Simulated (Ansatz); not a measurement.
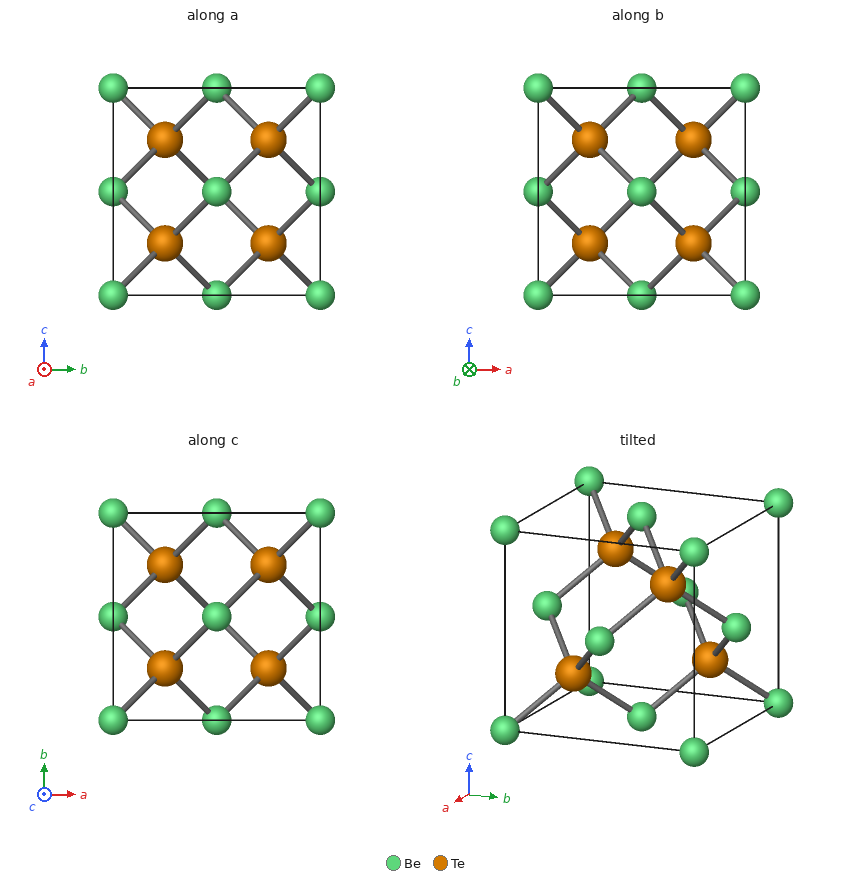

The crystal in a ball-and-stick representation, seen along the a axis, along the b axis, along the c axis and slightly off an axis. The parallelepiped is the conventional unit cell.

Lattice parameters: a = 5.601 Å, b = 5.601 Å, c = 5.601 Å, α = 90.00°, β = 90.00°, γ = 90.00°.

Record the structure as a table of Wyckoff sites.

Space group F-43m (No. 216).
```json
{"atom": "Be", "site": "4a", "x": "0.0000", "y": "0.0000", "z": "0.0000"}
{"atom": "Te", "site": "4d", "x": "0.2500", "y": "0.2500", "z": "0.7500"}
```

The cell started as a structure type filled with these elements by a generator (whether the compound takes this form wasn't checked). The cell was then strained or its atoms displaced on purpose. It was the input of a calculation with Ansatz.
